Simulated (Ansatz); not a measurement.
## Ti: geometry relaxation (part 2 of 2)

Ti (1 atom in the cell); DFT, PBE, PAW with Ansatz's default frozen-core files, scalar-relativistic, no spin polarisation (Ansatz 0.2.0); cutoff 420 eV, 18×18×16 k-mesh, Fermi–Dirac smearing of 0.1 eV. The structure was built on a prototype by a generator; it need not be a known phase. Its volume is 0.71 times that of the source entry. It belongs to a series of runs on one base structure; here: simple_hexagonal relaxed under pressure, PAW files.

Geometry of the input (Å; fractional positions):
```
2.4823  0.0000  0.0000
-1.2412  2.1497  0.0000
0.0000  0.0000  2.3334
Ti 0.0000  0.0000  0.0000
```

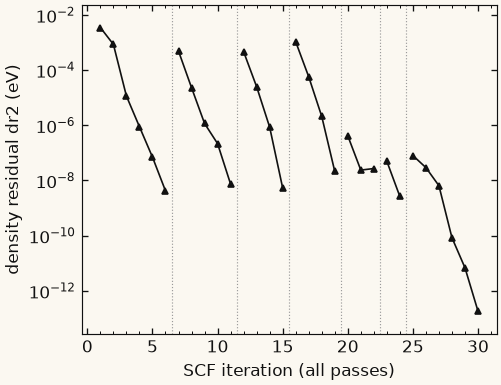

Figure 1. Convergence of the self-consistent field: density residual dr2 against the SCF iteration. The dotted lines part the SCF passes of the relaxation: geometry steps, rejected trials and re-solves on a re-selected basis. The 7 passes take 2 to 6 iterations each, 30 in all.

```
basis re-selected at this cell: Δ(F+E_penalty+E_count) = +1.559e-4 eV, ΔP = +0.020 GPa vs the last step (what re-selecting the basis moved, of the pressure what is left beyond the Pulay correction that the steps carried, after the strain that the cell walked since its last selection, with what the two solves' SCF thresholds leave and, on support functions, any second-order correction that the steps lacked; it is no measure of the basis error at this ecutwfc). This SCF's stress stands 2.40e-2 GPa from its target on what of the cell is left free (relax.cell.stress_tol is 3.40e-2 GPa) and its largest allowed force component is 0.00e0 eV/Å (relax.f_tol is 5.00e-3 eV/Å): within both
SCF converged after 6 iterations
Free energy (F): -2498.423845 eV
Harris-Foulkes:  -2498.423845 eV  (|F-HF|=0.00e0)
Internal energy: -2498.395823 eV  (E = F + TS)
E sigma→0 (E₀):  -2498.409834 eV
Entropy (-TS):   -0.028022 eV (-28.022 meV/atom)
Fermi energy:    19.679404 eV
--- Per-component energies (eV) ---
  E_band       = -75.665581
  E_kinetic    = 285.157891
  E_local      = -636.264359  (includes V_loc(G=0)·N_el)
  E_nonlocal   = 11.329280
  E_hartree    = 283.331462
  E_xc         = -100.763593
  E_vxc        = -126.450549  (∫ρ·V_xc dr)
  E_paw        = -1050.811427  (= ΣΔE_a)
  E_vpaw       = -176.100899  (= ΣTr[D̂ρ^β])
  E_aug_tail   = 0.000132  (compensation charges beyond the density's cutoff)
  E_ewald      = -1290.375209
  E_smearing   = -0.028022  (= −TS)
  E_closure    = 0.000000  (closes the sum)
  Σ components = -2498.423845   (vs F -2498.423845, Δ=0.00e0)
--- Forces (eV/Å), atoms counted from 1 ---
  atom   1  Ti     0.00000000     0.00000000     0.00000000
  max |Σ_I F_I| component: 0.00e0 eV/Å
--- Stress (GPa, compression-positive) ---
       68.024034       0.000000       0.000000
        0.000000      68.024034       0.000000
        0.000000       0.000000      68.011168
  P = ⅓ Tr σ = 68.0197 GPa (680.197 kbar)
--- Band table (eV; the first three rows and the last of 333) ---
  k-point 0: bands = ["-36.6350", "-11.7040", "-11.4173", "-11.4173", "13.5979", "17.4172", "20.9683", "20.9683", "25.6066", "25.6066"]
  k-point 1: bands = ["-36.6205", "-11.7938", "-11.4105", "-11.4105", "13.7386", "17.5350", "20.9941", "20.9941", "25.4953", "25.4953"]
  k-point 2: bands = ["-36.5791", "-12.0454", "-11.3909", "-11.3909", "14.1358", "17.8786", "21.0682", "21.0682", "25.1875", "25.1875"]
  k-point 332: bands = ["-35.5957", "-13.2034", "-12.8524", "-12.8524", "17.3404", "17.3404", "21.5373", "21.5373", "26.4535", "33.6238"]
--- Relaxed structure (6 steps of the walk, 6 accepted, 1 SCFs on fresh bases) ---
  F+E_penalty+E_count = -2498.42384520 eV   max|allowed force component| = 0.000e0 eV/Å   (the final SCF, on the basis selected at the relaxed cell)
  cell:  # Å, volume = 12.1124 Å³
    - [2.428614661058393, 2.8243027707922187e-11, 0.0]
    - [-1.2143073305536558, 2.1032419924657813, 0.0]
    - [0.0, 0.0, 2.371270648088389]
  atoms:
    - { symbol: Ti, position: [0.0, 0.0, 0.0] }
```

## File rho_z.tsv
```
# z_ang	rho[e/angstrom^3]
# format = ansatz-planar-average/11
# lattice	2.428614661	0.000000000	0.000000000
# lattice	-1.214307331	2.103241992	0.000000000
# lattice	0.000000000	0.000000000	2.371270648
# sites	1
# site	22	0.000000000	0.000000000	0.000000000
0.000000	2.243185e0
0.148204	2.093179e0
0.296409	1.687392e0
0.444613	1.165065e0
0.592818	7.104240e-1
0.741022	4.329456e-1
0.889226	3.129459e-1
1.037431	2.717028e-1
1.185635	2.610751e-1
1.333840	2.717028e-1
1.482044	3.129459e-1
1.630249	4.329456e-1
1.778453	7.104240e-1
1.926657	1.165065e0
2.074862	1.687392e0
2.223066	2.093179e0
```

## File v_z.tsv
```
# z_ang	v_es[eV]	v_tot[eV]
# format = ansatz-planar-average/11
# xc	pbe
# density_cutoff_ev	1680
# datasets	Ti=:simpson_from_first_knot:soft
# lattice	2.428614661	0.000000000	0.000000000
# lattice	-1.214307331	2.103241992	0.000000000
# lattice	0.000000000	0.000000000	2.371270648
# sites	1
# site	22	0.000000000	0.000000000	0.000000000
0.000000	9.661437e-1	-1.461730e1
0.148204	1.450775e0	-1.391421e1
0.296409	2.947054e0	-1.175774e1
0.444613	5.499235e0	-8.203887e0
0.592818	8.936589e0	-3.573340e0
0.741022	1.270686e1	1.294361e0
0.889226	1.596423e1	5.281475e0
1.037431	1.787337e1	7.420566e0
1.185635	1.840442e1	7.915998e0
1.333840	1.787337e1	7.420566e0
1.482044	1.596423e1	5.281475e0
1.630249	1.270686e1	1.294361e0
1.778453	8.936589e0	-3.573340e0
1.926657	5.499235e0	-8.203887e0
2.074862	2.947054e0	-1.175774e1
2.223066	1.450775e0	-1.391421e1
```

## Trajectory as extended XYZ (Å, eV, eV/Å), 7 frames, from step=1 to step=7
```
1
Lattice="2.4823 0.0000 0.0000 -1.2412 2.1497 0.0000 0.0000 0.0000 2.3334" Properties=species:S:1:pos:R:3:forces:R:3 step=1 energy=-2498.55097 pressure_GPa=60.20
Ti    0.0000    0.0000    0.0000    0.0000   0.0000   0.0000
1
Lattice="2.4509 0.0000 0.0000 -1.2254 2.1225 0.0000 0.0000 0.0000 2.3273" Properties=species:S:1:pos:R:3:forces:R:3 step=2 energy=-2498.41674 pressure_GPa=68.12
Ti    0.0000    0.0000    0.0000    0.0000   0.0000   0.0000
1
Lattice="2.4391 0.0000 0.0000 -1.2195 2.1123 0.0000 0.0000 0.0000 2.3415" Properties=species:S:1:pos:R:3:forces:R:3 step=3 energy=-2498.40141 pressure_GPa=69.13
Ti    0.0000    0.0000    0.0000    0.0000   0.0000   0.0000
1
Lattice="2.4273 0.0000 0.0000 -1.2136 2.1021 0.0000 0.0000 0.0000 2.3695" Properties=species:S:1:pos:R:3:forces:R:3 step=4 energy=-2498.41446 pressure_GPa=68.54
Ti    0.0000    0.0000    0.0000    0.0000   0.0000   0.0000
1
Lattice="2.4289 0.0000 0.0000 -1.2144 2.1035 0.0000 0.0000 0.0000 2.3713" Properties=species:S:1:pos:R:3:forces:R:3 step=5 energy=-2498.42517 pressure_GPa=67.93
Ti    0.0000    0.0000    0.0000    0.0000   0.0000   0.0000
1
Lattice="2.4286 0.0000 0.0000 -1.2143 2.1032 0.0000 0.0000 0.0000 2.3713" Properties=species:S:1:pos:R:3:forces:R:3 step=6 energy=-2498.42400 pressure_GPa=68.00
Ti    0.0000    0.0000    0.0000    0.0000   0.0000   0.0000
1
Lattice="2.4286 0.0000 0.0000 -1.2143 2.1032 0.0000 0.0000 0.0000 2.3713" Properties=species:S:1:pos:R:3:forces:R:3 step=7 energy=-2498.42384 pressure_GPa=68.02
Ti    0.0000    0.0000    0.0000    0.0000   0.0000   0.0000
```

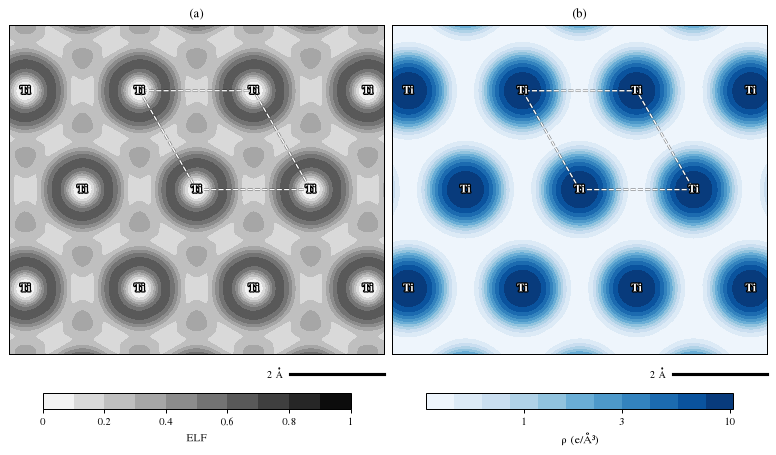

Figure 2. (a) ELF; (b) valence electron density on the (001) plane of the conventional cell. Ti–Ti (2.43 Å): ρ is about 0.37 e/Å³ halfway; the ELF is about 0.15 at the midpoint; no localised pair between them. Away from the nuclei the density in this plane falls to 0.33 e/Å³ at its lowest. The strong features right at Ti lie inside the PAW spheres (semicore, d or f shells) and say nothing about bonding. Core electrons are frozen (PAW), so the fields are smoothed inside the atomic spheres.

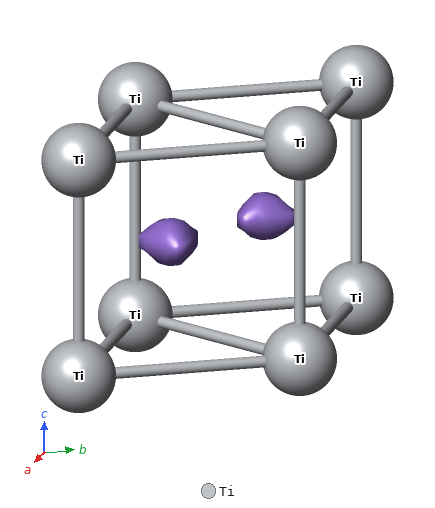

Figure 3. Isosurface of the ELF at 0.6 (purple), seen slightly off an axis. Core shells and regions of very low density are left out. Sticks mark near contacts. The outline is the cell set on symmetry axes. Values along the shortest contacts: Ti–Ti (2.37 Å): the ELF is about 0.15 at the midpoint; no localised pair between them. Ti–Ti (2.43 Å): the ELF is about 0.15 at the midpoint (no localised pair between them).

## Results in brief

```tsv
quantity	value
outcome	converged
space group (tolerance 0.01 Å)	P6/mmm (191)
electrons treated	12
free energy	−2498.4238 eV
Fermi energy	19.679 eV
pressure	68.02 GPa
final volume	12.11 Å³
largest force (length of the vector) at the end	under 0.001 eV/Å
final cell	a = 2.429 Å, b = 2.429 Å, c = 2.371 Å, α = 90.00°, β = 90.00°, γ = 120.00°
hardware	1 thread of Arm Neoverse V1, 24 GiB of memory available, shared host
wall time	23 s
peak memory	0.34 GiB
```

## Remarks

The cell was relaxed to the target pressure of the input; what is minimised is then the enthalpy E + pV.
